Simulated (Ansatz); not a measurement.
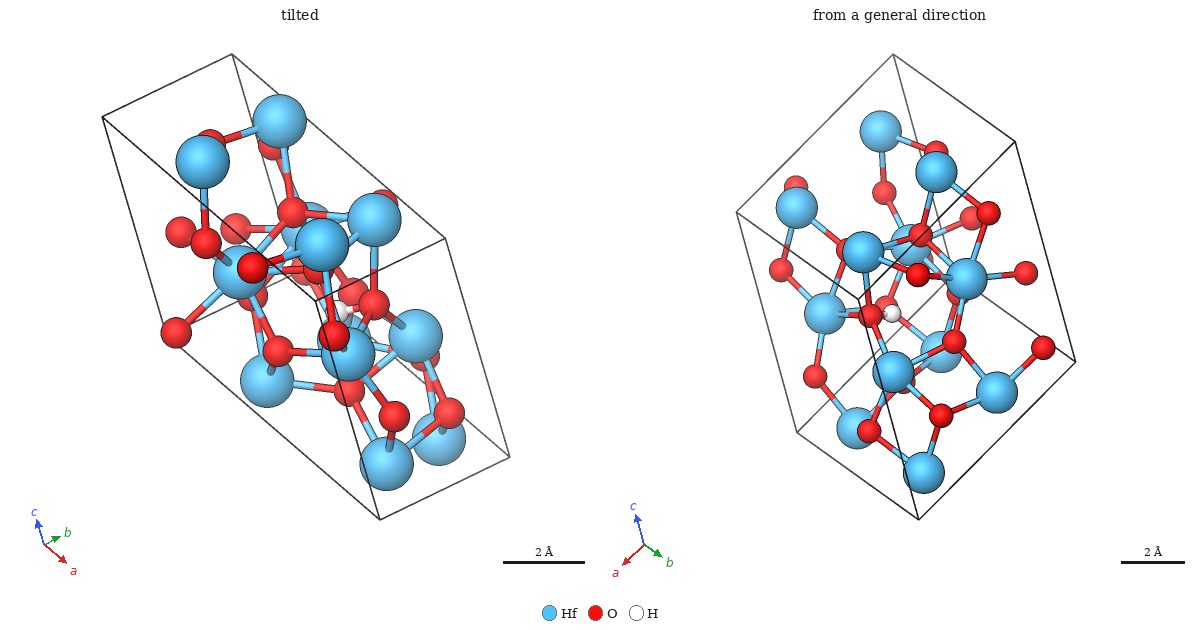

The crystal in a ball-and-stick representation, seen slightly off an axis and from a general direction. The edges of the supercell are marked. The host is HfO2, in a cell of 24 sites, and the cell carries a charge of +1.

Q: Describe the defect.

A: An interstitial hydrogen atom. It is bonded to one O at about 1.0 Å. Not all metal-metal contacts are counted.

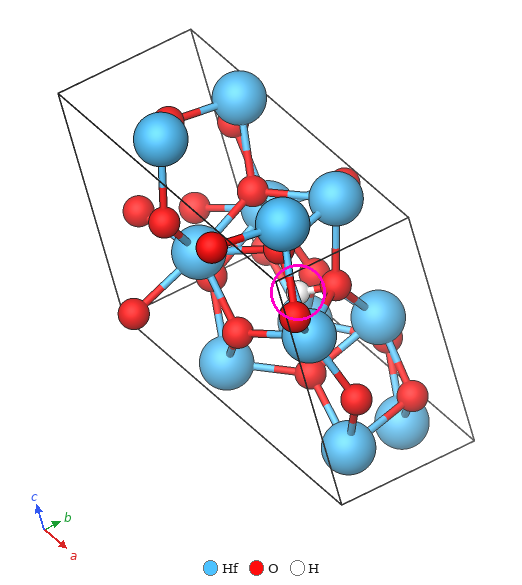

The same cell with a ring at the defect's site.

The atoms were relaxed in the host's cell with DFT PBE, scalar-relativistic, plane waves, PAW in Ansatz.
